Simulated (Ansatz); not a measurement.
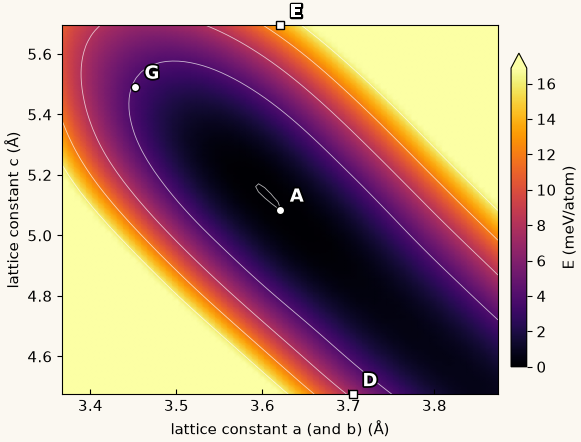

Na (I4/mmm, No. 139; 1 atom in the cell). 
- The energy is mapped over the lattice constants a and c of the conventional cell.
- Coordinates scanned: (1) lattice constant a (and b); (2) lattice constant c.
- Nothing is relaxed (symmetry fixes all fractional coordinates).
- The grid has 7 × 7 points.
- Energies are in meV/atom, from the lowest grid point.
- Computed with DFT LDA, scalar-relativistic, plane waves, PAW (Ansatz 0.2.0). Settings: cutoff 520 eV, k-mesh 18×18×18, gaussian smearing 0.15 eV, no spin polarisation.

Drawn: a smooth colour map with a few white contour lines, one colour for all values above the top of the scale, lettered points. Between grid points the surface is interpolated.

Question: Rank the lettered points by energy, lowest first.

Answer: A (0.0 meV/atom), G (3.8 meV/atom), D (7.4 meV/atom), E (13.6 meV/atom).
